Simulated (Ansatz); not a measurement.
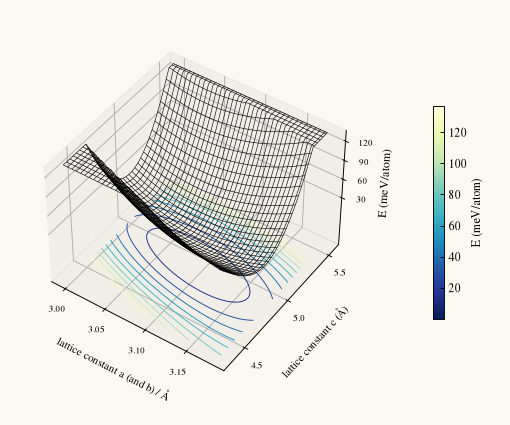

Energy landscape of AlN (P6_3mc, No. 186; 4 atoms in the cell). The energy is mapped over the lattice constants a and c of the conventional cell. The first coordinate is: lattice constant a (and b); the second: lattice constant c. Relaxed at each point: the atoms inside the fixed cell. The scan uses a 7 × 7 grid. Points are written as (first, second). All energies are given in meV/atom relative to the lowest grid point. Level of theory: DFT LDA, scalar-relativistic, plane waves, PAW in Ansatz 0.2.0. Settings: cutoff 520 eV, k-mesh 9×9×6 in the order of the run's cell vectors, gaussian smearing 0.05 eV, no spin polarisation.

Drawn: a relief with its contours projected below, any walls above the top of the colour scale cut off. Between grid points the surface is interpolated. 

Q: Summarise what can be read from the map.

A: The lowest grid point is at (3.089 Å, 4.944 Å). No other kind of well shows on this grid. The highest grid point, (2.996 Å, 4.350 Å), lies 268 meV/atom above the lowest. Round the minimum the valley is somewhat tilted: raising lattice constant a (and b) shifts the best value of lattice constant c downwards (coupling k₁₂/√(k₁₁k₂₂) about 0.4). The gap on the k-mesh is 4.4 eV at the lowest point and runs from 2.8 to 4.9 eV over the map.

Each point was launched as `ansatz run input.yaml --threads 1 --pin off --max-ram 2048MiB --backend cpu --events-out ev --progress --plain --runs-dir out`. Time for the 49 points that were run: 9 min on 1 thread of Intel(R) Xeon(R) Platinum 8259CL CPU @ 2.50GHz (Skylake/Cascade Lake) (shared host).

PAW datasets: the set soft_1.
